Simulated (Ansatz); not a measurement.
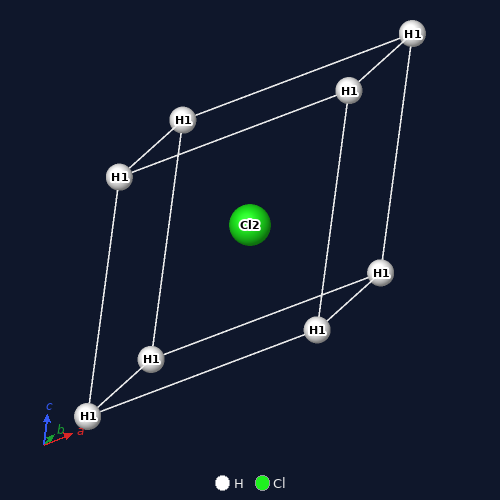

The system is HCl (Fm-3m, No. 225; 2 atoms in the cell); the picture shows the reference structure. The cell is strained homogeneously, by one strain along x and y and another along z, with fractional coordinates fixed (x, y and z along the cube axes). Coordinates scanned: (1) strain along x and y; (2) strain along z. Grid: 5 × 5 points. Points are written as (first, second). All energies are given in meV/atom relative to the unstrained cell. The reference cell is the one listed in the database, not relaxed at this level. Method: Ansatz, DFT PBEsol, scalar-relativistic, plane waves, PAW. Settings: cutoff 420 eV, k-mesh 16×16×16, gaussian smearing 0.15 eV, no spin polarisation.

Its coordinates:

```yaml
crystal:
  lattice:
    - [0.00000, 2.73750, 2.73750]
    - [2.73750, 0.00000, 2.73750]
    - [2.73750, 2.73750, 0.00000]
  atoms:
    - { symbol: H, position: [0.00000, 0.00000, 0.00000] }
    - { symbol: Cl, position: [0.50000, 0.50000, 0.50000] }
```

Range: strain along x and y from −5.0 to 5.0 %; strain along z from −5.0 to 5.0 %.

Question: Predict the map.

Answer: The lowest grid point is at (−5.0 %, −5.0 %), −197 meV/atom from the unstrained cell. It lies at the edge of the scanned range, so the true minimum may lie outside. The highest grid point, (5.0 %, 5.0 %), lies 392 meV/atom above the lowest.

```tsv
strain along z ↓, strain along x and y →	−5.0	−2.5	0.0	2.5	5.0
5.0	−100	−19	57	129	195
2.5	−119	−42	31	98	161
0.0	−141	−68	0	64	122
−2.5	−167	−99	−35	23	78
−5.0	−197	−135	−76	−22	27
```

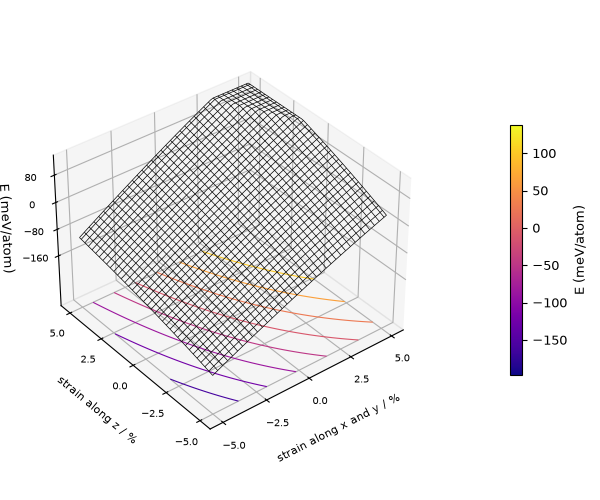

Drawn: a relief with its contours projected below, any walls above the top of the colour scale cut off. Between grid points the surface is interpolated.
